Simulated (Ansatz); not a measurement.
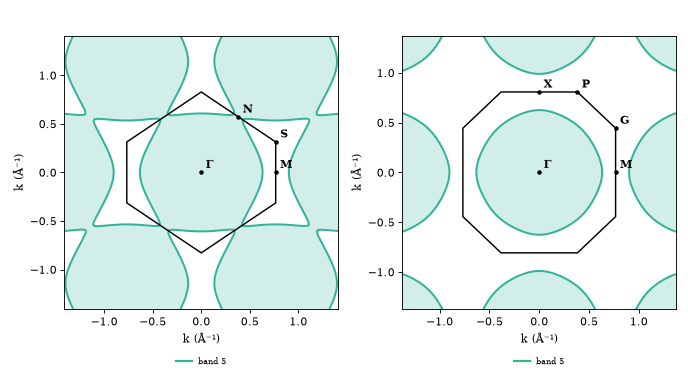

Cs in space group I4/mmm: cuts through the Fermi surface in the plane through Γ, M and N and the plane through Γ, M and X, filled states shaded.

The calculation used DFT PBE, scalar-relativistic, plane waves, PAW; levels and slopes on a dense k mesh at the converged density in Ansatz 0.2.0. No spin polarisation. Mesh 24×24×24, interpolated with the band slopes. Cell and positions as given, without relaxation. The cell comes from a database of computed structures, not from a measurement.

For each band, say where it is filled and where empty.

Answer.
| band | Γ | M | X | P | N |
| --- | --- | --- | --- | --- | --- |
| band 5 | filled | empty | empty | empty | at the level |

What are the full three-dimensional sheets?

Answer. Band 5: a multiply connected open sheet, with filled and empty regions both running through the repeated zones in all directions (the band is filled at Γ and empty at M, X and P); mean Fermi speed 5.3 × 10⁵ m/s.
The shape of the surface of band 5 changes its kind within 0.06 eV of this level, so small parts may appear, vanish, join or separate.

Spin-orbit coupling is left out; with Cs it can split, shift or remove sheets. Necks and pockets thinner than about two mesh steps aren't resolved, so separate pockets may in truth be joined.
